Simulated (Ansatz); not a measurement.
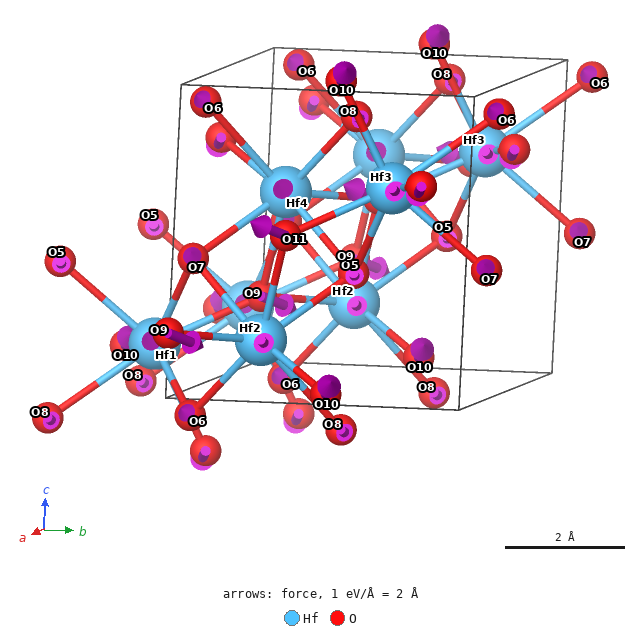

Starting geometry of a crystal of HfO$_{2}$ (set up in P2_1/c) with the computed forces as purple arrows. The picture is a ball-and-stick view of the cell of the calculation, repeated 2 × 1 × 1 with one cell outlined, seen slightly off an axis.

Theory: DFT PBE+D3(BJ), scalar-relativistic, plane waves, PAW in Ansatz. Settings: plane-wave cutoff 420 eV; k-point mesh 6 × 6 × 6; occupations gaussian; smearing width 0.02 eV; no spin polarisation; cell and atoms relaxed; force threshold 0.005 eV/Å; at most 80 steps.

What follows when this structure is relaxed?

It isn't relaxed: the largest force vector, on O atoms, is 0.48 eV/Å. The final displacements follow the starting forces only in part (cosine between the two patterns 0.73). After 7 accepted moves (9 points after the start) the energy has fallen by 3.5 meV per atom. Largest force component: 0.42 eV/Å at the start, 0.00071 eV/Å at the end. The pressure goes from 2.59 to 0.01 GPa. The SCF was repeated twice at an unchanged geometry on a basis and grid sized afresh for the cell, which shifted the energy by 0.5 meV per atom at most. The largest moves relative to the cell, 0.036 Å, are those of O atoms. By element the largest moves are O 0.036 Å, Hf 0.015 Å. The drawn cell changes as follows: a 5.118 → 5.126 Å (+0.2 %), b 5.186 → 5.202 Å (+0.3 %), c 5.284 → 5.306 Å (+0.4 %), β 99.4° → 99.5°; the volume changes by +0.8 %. Among the contacts that change: Hf–O 2.124 → 2.148 Å, Hf–Hf 3.307 → 3.324 Å, Hf–O 2.229 → 2.244 Å, Hf–O 2.034 → 2.047 Å. The space group stays P2_1/c (No. 14). The run took 42 s on 8 threads of Intel(R) Xeon(R) 6975P-C (Granite Rapids), on a shared host, peak memory 1.4 GiB.
